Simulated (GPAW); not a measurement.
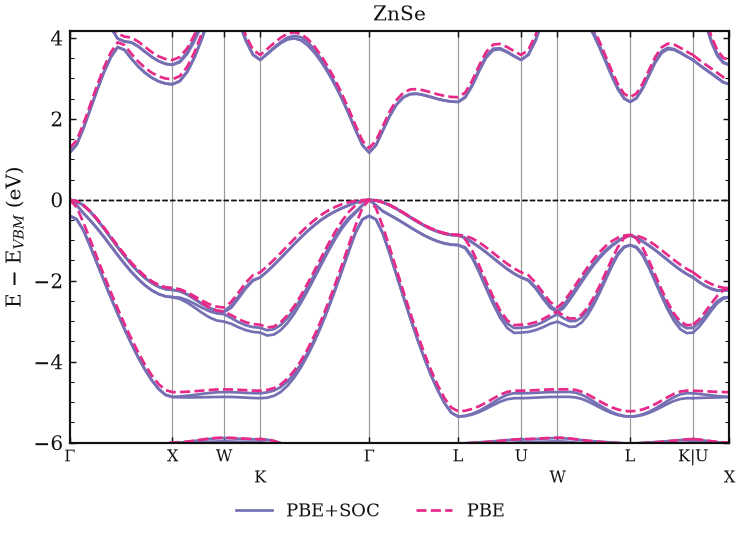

Band structures of zincblende ZnSe, space group F-43m (No. 216), 2 atoms in the primitive cell (cubic a = 5.668 Å), by two methods on the same cell. Each is counted from its own valence-band top.

Question: What changes from one method to the other?

Answer: PBE+SOC gives a gap of 1.17 eV along the path and PBE gives a gap of 1.28 eV along the path.

Settings. PBE+SOC: GPAW PAW data sets (gpaw-data 1.2.1), spin-orbit coupling, no magnetisation, 7×7×7 k mesh, 600 eV cutoff, Fermi-Dirac smearing of 0.05 eV (GPAW 26.7.0). PBE: SG15 ONCV 1.2, no spin polarisation, no spin-orbit coupling, 7×7×7 k mesh, 1100 eV cutoff, Fermi-Dirac smearing of 0.05 eV (GPAW 26.7.0).

LDA, GGA and most meta-GGA functionals understate gaps. PBE+SOC: spin-orbit coupling was added after a scalar SCF, so levels and gaps hold it while energy, forces, pressure and moments don't. PBE+SOC: this program's spin-orbit splittings come out too wide for heavy elements.
